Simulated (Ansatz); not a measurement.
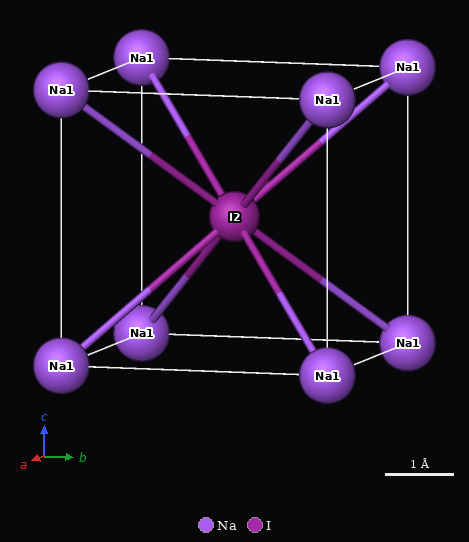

The structure (ball-and-stick view of the cell of the calculation, seen at an oblique angle; atoms are numbered from 1 in the order of the input). Near neighbours in the crystal (not all of them lie inside the picture): Na has 8 I at 3.59 Å; I has 8 Na at 3.59 Å.

**Two runs on NaI**

System: NaI (Pm-3m, 2 atoms in the cell).
Method of run 1: DFT, r2SCAN, plane waves, PAW, no spin polarisation (Ansatz 0.2.0).

The structure was built on a prototype by a generator. The geometry comes from this level: r2SCAN (a point of a series of strains). Text and figures count atoms from 1; the logs count them from 0 in places.

### The input, run 1
```yaml
crystal:
  lattice:
    - [4.1419541642, 0.0, 0.0]
    - [0.0, 4.1419541642, 0.0]
    - [0.0, 0.0, 4.1419541642]
  atoms:
    - { symbol: Na, position: [0.0, 0.0, 0.0] }
    - { symbol: I, position: [0.5, 0.5, 0.5] }
kpoints:
  mp_grid: { grid: [6, 6, 6] }
  band_path:
    path: [[0.0, 0.0, 0.0], [0.0, 0.5, 0.0], [0.5, 0.5, 0.0], [0.5, 0.5, 0.5]]
    npoints: 1
hamiltonian:
  xc: r2scan
scf:
  occupations: { method: fixed }
  n_extra_bands: 4
output:
  forces: true
  stress: true
  eigenvalues: true
```

Hardware: 4 threads of an Arm (aarch64) CPU, shared host.

### Output, shortened to warnings, some set-up lines, iterations and results (run 1)
```
Basis set: ecut = 500 eV, 1839 PW (Γ), exchange–correlation on 128×128×128 points (64 copies of the dense FFT grid, shifted against one another)
Symmetry: 48 space group operations
k-points: 20 of 216
Initial density: superposition of atomic densities (neutral atoms: chi_scale 0, normalization atom), corrected by the library's trained network
[...]
SCF iter   1: F=—  HF=-9019.231385 eV  |F-HF|=—  |Δ(HF+E_count)|=         —  Δρ=5.20e-3  dr2=9.89e-3  dr2_τ=4.76e-4  ethr=1.77e-3  ⟨swp⟩=5.0  Hψ=1506  notcnv=0  defer=32
SCF iter   2: F=—  HF=-9019.233575 eV  |F-HF|=—  |Δ(HF+E_count)|=   2.19e-3  Δρ=1.58e-3  dr2=1.25e-3  dr2_τ=2.42e-4  ethr=3.80e-5  ⟨swp⟩=3.0  Hψ=843  notcnv=0  defer=34
SCF iter   3: F=—  HF=-9019.233767 eV  |F-HF|=—  |Δ(HF+E_count)|=   1.92e-4  Δρ=4.71e-4  dr2=1.61e-4  dr2_τ=9.82e-6  ethr=4.79e-6  ⟨swp⟩=2.0  Hψ=646  notcnv=0  defer=34
SCF iter   4: F=—  HF=-9019.233851 eV  |F-HF|=—  |Δ(HF+E_count)|=   8.40e-5  Δρ=1.06e-4  dr2=9.09e-6  dr2_τ=2.50e-7  ethr=6.20e-7  ⟨swp⟩=2.0  Hψ=466  notcnv=0  defer=34
SCF iter   5: F=—  HF=-9019.233847 eV  |F-HF|=—  |Δ(HF+E_count)|=   4.52e-6  Δρ=3.67e-5  dr2=8.02e-7  dr2_τ=3.92e-8  ethr=3.50e-8  ⟨swp⟩=2.0  Hψ=580  notcnv=0  defer=24
SCF iter   6: F=-9019.233847 eV  HF=-9019.233847 eV  |F-HF|=3.09e-8  |Δ(HF+E_count)|=   2.29e-7  Δρ=7.93e-6  dr2=4.62e-8  dr2_τ=9.14e-10  ethr=3.85e-10  ⟨swp⟩=8.2  Hψ=1995  …
SCF 1 converged in 6 iterations: F = -9019.233847 eV  dr2 = 4.62e-8
NSCF: frozen V_eff on 4 k-points
SCF converged after 6 iterations
Free energy (F): -9019.233847 eV
Harris-Foulkes:  -9019.233847 eV  (|F-HF|=3.09e-8)
Internal energy: -9019.233847 eV  (E = F + TS)
E sigma→0 (E₀):  -9019.233847 eV
Fermi energy:    3.210986 eV
--- Per-component energies (eV) ---
  E_band       = -647.346222
  E_kinetic    = 309.103112
  E_local      = -3356.993098  (includes V_loc(G=0)·N_el)
  E_nonlocal   = 25.435415
  E_hartree    = 1519.217408
  E_xc         = -157.559567
  E_vxc        = -195.061742  (∫ρ·V_xc dr)
  E_paw        = -5107.093377  (= ΣΔE_a)
  E_vpaw       = -481.678599  (= ΣTr[D̂ρ^β])
  E_aug_tail   = -0.000032  (compensation charges beyond the density's cutoff)
  E_vtau       = 13.425575  (kinetic-family band-sum trace: ∫τ·v_τ [+ j·A + Jᵃ·Aᵃ] dr)
  E_ewald      = -2251.390493
  E_core_change = 0.046786  (= ΣΔE_core)
  E_smearing   = -0.000000  (= −TS)
  E_closure    = -0.000000  (closes the sum)
  Σ components = -9019.233847   (vs F -9019.233847, Δ=0.00e0)
--- Forces (eV/Å), atoms counted from 1 ---
  atom   1  Na    -0.00000000     0.00000000     0.00000000
  atom   2  I      0.00000000    -0.00000000     0.00000000
  max |Σ_I F_I| component: 8.40e-30 eV/Å
--- Stress (GPa, compression-positive) ---
       -1.110167       0.000000       0.000000
       -0.000000      -1.110167       0.000000
        0.000000       0.000000      -1.110167
  P = ⅓ Tr σ = -1.1102 GPa (-11.102 kbar)
```

The input of run 2 differs as follows (lines with − go, lines with + come):
```diff
-  xc: r2scan
+  xc: pbe
-  occupations: { method: fixed }
+  occupations: { method: fermi_dirac, width: 0.02 }
```

What does this change do to the results?

The total energies belong to different methods, so their difference says nothing on which is more stable or more accurate. The gap on the mesh goes from 2.94 to 2.20 eV. The pressure goes from −1.11 to −0.82 GPa. The functional changes from r2SCAN to PBE. The SCF takes 10 iterations against 6. The default cutoff goes from 500 to 420 eV with the change. The plane waves at Γ go from 1839 to 1357.

### Output, shortened to warnings, some set-up lines, iterations and results (run 2)
```
Basis set: ecut = 420 eV, 1357 PW (Γ), exchange–correlation on 60×60×60 points (8 copies of the dense FFT grid, shifted against one another)
Symmetry: 48 space group operations
k-points: 20 of 216
Initial density: superposition of atomic densities (neutral atoms: chi_scale 0, normalization atom), corrected by the library's trained network
[...]
SCF iter   1: F=—  HF=-9001.560249 eV  |F-HF|=—  |Δ(HF+E_count)|=         —  Δρ=5.21e-4  dr2=2.20e-4  ethr=1.77e-3  ⟨swp⟩=6.9  Hψ=1878  notcnv=0
SCF iter   2: F=—  HF=-9001.560412 eV  |F-HF|=—  |Δ(HF+E_count)|=   1.63e-4  Δρ=6.33e-4  dr2=6.51e-4  ethr=8.47e-7  ⟨swp⟩=3.0  Hψ=946  notcnv=0
SCF iter   3: F=—  HF=-9001.560310 eV  |F-HF|=—  |Δ(HF+E_count)|=   1.02e-4  Δρ=4.53e-4  dr2=3.43e-4  ethr=8.47e-7  ⟨swp⟩=2.0  Hψ=548  notcnv=0
SCF iter   4: F=—  HF=-9001.560220 eV  |F-HF|=—  |Δ(HF+E_count)|=   8.98e-5  Δρ=2.86e-4  dr2=1.29e-4  ethr=8.47e-7  ⟨swp⟩=2.1  Hψ=419  notcnv=0
SCF iter   5: F=—  HF=-9001.560191 eV  |F-HF|=—  |Δ(HF+E_count)|=   2.90e-5  Δρ=1.75e-4  dr2=3.43e-5  ethr=4.95e-7  ⟨swp⟩=2.4  Hψ=516  notcnv=0
SCF iter   6: F=—  HF=-9001.560222 eV  |F-HF|=—  |Δ(HF+E_count)|=   3.10e-5  Δρ=2.35e-4  dr2=4.88e-5  ethr=1.32e-7  ⟨swp⟩=2.0  Hψ=660  notcnv=0
SCF iter   7: F=—  HF=-9001.560205 eV  |F-HF|=—  |Δ(HF+E_count)|=   1.74e-5  Δρ=6.64e-5  dr2=6.45e-6  ethr=1.32e-7  ⟨swp⟩=2.0  Hψ=580  notcnv=0
SCF iter   8: F=—  HF=-9001.560213 eV  |F-HF|=—  |Δ(HF+E_count)|=   8.73e-6  Δρ=1.17e-4  dr2=2.47e-5  ethr=2.48e-8  ⟨swp⟩=2.0  Hψ=580  notcnv=0  recentre
SCF iter   9: F=—  HF=-9001.560210 eV  |F-HF|=—  |Δ(HF+E_count)|=   2.88e-6  Δρ=9.76e-5  dr2=1.68e-5  ethr=2.48e-8  ⟨swp⟩=1.0  Hψ=340  notcnv=0
SCF iter  10: F=-9001.560205 eV  HF=-9001.560205 eV  |F-HF|=1.00e-8  |Δ(HF+E_count)|=   5.63e-6  Δρ=4.25e-6  dr2=1.60e-8  ethr=3.85e-10  ⟨swp⟩=5.8  Hψ=1961  notcnv=0
SCF 1 converged in 10 iterations: F = -9001.560205 eV  dr2 = 1.60e-8
NSCF: frozen V_eff on 4 k-points
SCF converged after 10 iterations
Free energy (F): -9001.560205 eV
Harris-Foulkes:  -9001.560205 eV  (|F-HF|=1.00e-8)
Internal energy: -9001.560205 eV  (E = F + TS)
E sigma→0 (E₀):  -9001.560205 eV
Fermi energy:    4.606216 eV
--- Per-component energies (eV) ---
  E_band       = -621.547624
  E_kinetic    = 309.122918
  E_local      = -3354.539574  (includes V_loc(G=0)·N_el)
  E_nonlocal   = 24.431949
  E_hartree    = 1517.761179
  E_xc         = -166.995708
  E_vxc        = -178.634105  (∫ρ·V_xc dr)
  E_paw        = -5079.950433  (= ΣΔE_a)
  E_vpaw       = -457.457244  (= ΣTr[D̂ρ^β])
  E_aug_tail   = -0.000044  (compensation charges beyond the density's cutoff)
  E_ewald      = -2251.390493
  E_smearing   = -0.000000  (= −TS)
  E_closure    = 0.000000  (closes the sum)
  Σ components = -9001.560205   (vs F -9001.560205, Δ=0.00e0)
--- Forces (eV/Å), atoms counted from 1 ---
  atom   1  Na    -0.00000000     0.00000000    -0.00000000
  atom   2  I      0.00000000    -0.00000000     0.00000000
  max |Σ_I F_I| component: 4.11e-30 eV/Å
--- Stress (GPa, compression-positive) ---
       -0.821790      -0.000000      -0.000000
        0.000000      -0.821790       0.000000
        0.000000       0.000000      -0.821790
  P = ⅓ Tr σ = -0.8218 GPa (-8.218 kbar)
```

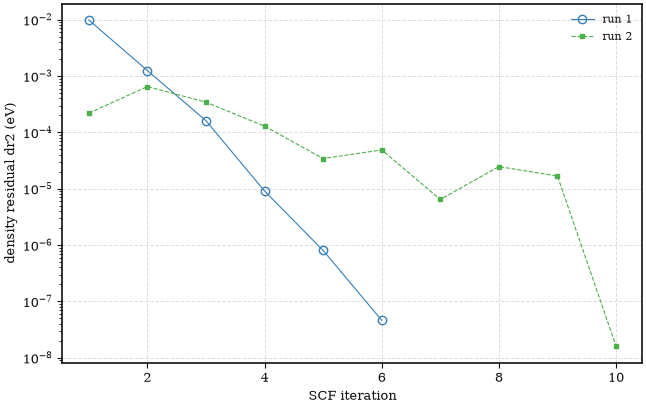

Convergence of the two runs: density residual dr2 against the SCF iteration. Run 1 takes 6 iterations in all, and run 2 takes 10.

### The two runs side by side

| quantity | run 1 | run 2 |
| --- | --- | --- |
| outcome | converged | converged |
| free energy per atom (eV) | −4509.6169 | −4500.7801 |
| gap on the mesh (eV) | 2.94 | 2.20 |
| pressure (GPa) | −1.11 | −0.82 |
| largest force (eV/Å) | 0.000 | 0.000 |
| SCF iterations | 6 | 10 |
| irreducible k-points | 20 | 20 |
| plane waves at Γ | 1839 | 1357 |
| wall time (shared host) | 2.5 s | 2.3 s |
